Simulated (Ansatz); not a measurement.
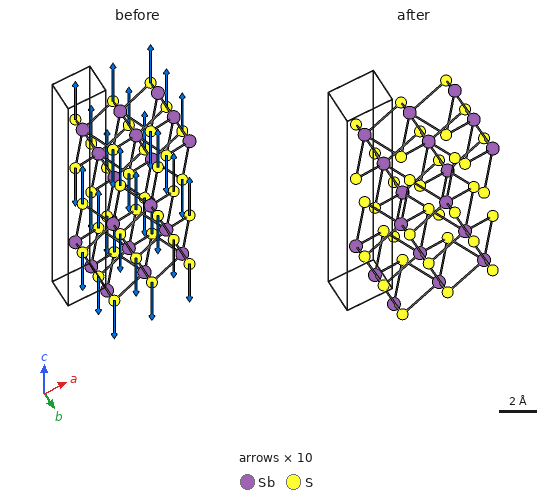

The structure of solid SbS₂ (a generated structure, set up in P6_3/mmc) (coarse preliminary run) before (left) and after (right) a relaxation, at one scale. The blue arrows give the displacements (the part carried along by the change of the cell is left out), magnified 10 times.

A ball-and-stick model of the cell of the calculation, repeated 3 × 3 × 1 with one cell outlined, seen from a free direction.

Case: W → Sb on all its sites, cell and atoms relaxed.

All numbers below come from DFT PBEsol, scalar-relativistic, plane waves, PAW in Ansatz 0.2.0. Set-up: plane-wave cutoff 420 eV; k-point mesh 6 × 6 × 2; occupations gaussian; smearing width 0.1 eV; no spin polarisation; cell and atoms relaxed; force threshold 0.05 eV/Å; at most 60 steps.

What changed between the two?

After 7 accepted moves (9 points after the start) the energy has fallen by 8.452 eV per cell of the calculation. Largest force component: 7.7 eV/Å at the start, 0.019 eV/Å at the end. The pressure goes from 72.03 to 0.13 GPa. At 2 points the geometry stayed and the basis and grid were re-selected for the new cell (energy shift of 85.9 meV per cell of the calculation at most each time). The largest moves relative to the cell, 0.24 Å, are those of S atoms. Sb stays in place. Cell: a = b 3.016 → 3.614 Å (+19.8 %), c 12.179 → 11.692 Å (−4.0 %). Volume +37.8 %. Some distances before and after: S–Sb 2.300 → 2.680 Å. Bond angles that change, for instance: S–Sb–S 81.6° → 77.8°, Sb–S–Sb 81.9° → 84.8°, S–Sb–S 81.9° → 84.8°. The space group stays P6_3/mmc (No. 194). Cost: 26 s on 1 thread of Oxide Virtual Turin-like Processor (Zen 5), on a shared host, peak memory 0.44 GiB.

Limits of the set-up: layers or molecules are held without a dispersion correction, so their spacing is unreliable.
